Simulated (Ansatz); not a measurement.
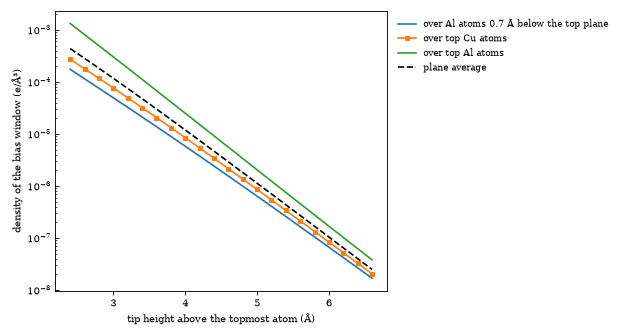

Approach curves over Al2Cu(101) (I4/mcm bulk, 7 atomic planes (those closer than 0.6 Å count as one), 12 Å, Al2Cu-terminated) at a sample bias of +0.50 V.

Images follow the Tersoff–Hamann model: the current is the local density of the sample's states between the Fermi level and the bias, at the tip's centre. Bias windows are sharp sums over the levels of the k mesh.

All numbers here come from Ansatz 0.2.0, DFT PBE, scalar-relativistic, plane waves, PAW. Cutoff 420 eV, 12 × 12 k-points, Gaussian smearing 0.1 eV, dipole correction. The slab is a cut without reconstruction beyond its cell, at the source's lattice constants, with its lower half held fixed and the rest relaxed. No spin polarisation. The run couldn't confirm all of its levels under its output density. The run warns that the functional's potential is rough in the thin density of the vacuum, where the tip is; weak contrasts and barriers may feel it.

How fast does the current decay, and what apparent barrier height does that imply?

Near 4 Å the plane average falls as exp(−2.33 z/Å), a factor of 10 per ångström, which gives an apparent barrier of 5.2 eV (0.952 eV Å² times the slope squared). The vacuum level lies 4.52 eV above zero bias. The upper edge of the window lies 4.02 eV under it. The apparent barrier is above 4.02 eV. At 4 Å the 0.25 eV of states nearest the upper edge carry 34 % of the density. The value exceeds even the 4.52 eV between the vacuum level and the deepest states of the window, so their depth alone doesn't explain it. States away from the zone centre decay faster, since their momentum along the surface adds to the barrier, and that may account for the rest.
